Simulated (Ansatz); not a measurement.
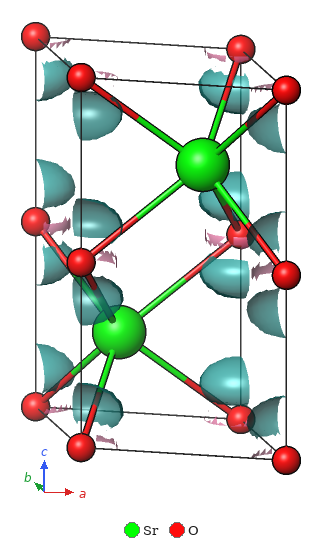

Figure 1: SrO. Where the hole sits when 0.5 electron is taken from the 4-atom cell of the calculation (uniform compensating background, atoms fixed); the change of density for each carrier, counted positive where the carrier is: teal surfaces at +0.04 and pink ones at −0.04 1/Å³, in the conventional cell seen slightly off an axis (the regions close to the nuclei are left out). Cores are masked to 1.0 Å (Sr) and 0.6 Å (O).

Space group P6_3/mmc. The cell comes from a database of computed structures, not from a measurement.

Level of theory: DFT r2SCAN, scalar-relativistic, plane waves, PAW in Ansatz 0.2.0.

Core electrons are frozen (PAW), so the fields are smoothed inside the atomic spheres.

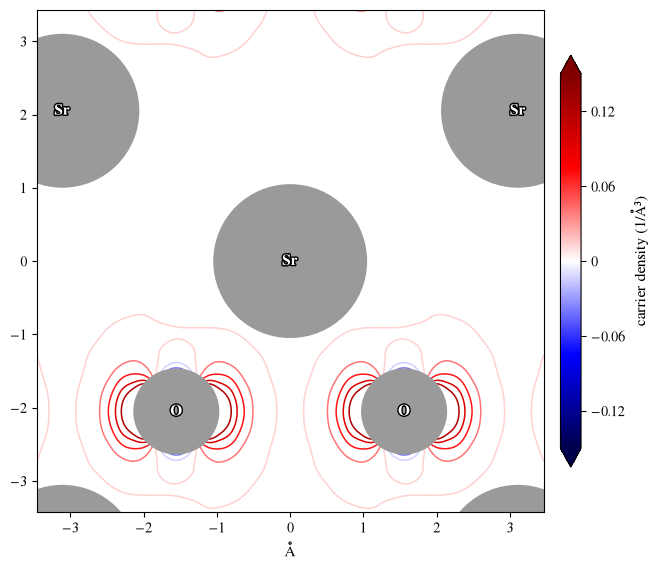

Also shown: a map on the (110) plane of the conventional cell, with grey discs over the atomic cores.

Q: On which atoms does the carrier sit?

A: Summed over atomic cells sized by the Bader volumes, the hole divides as O about 65 % and Sr about 35 %; the most favoured element is O, which fills 50 % of the volume. Over the whole cell, outside the cores, it is densest at the edge of the masked core of O. Screening moves a further 0.1 e the other way for each carrier. These are shares of the net change, screening included; the states that take the carrier can be more concentrated. This is very heavy doping, far beyond the dilute limit.
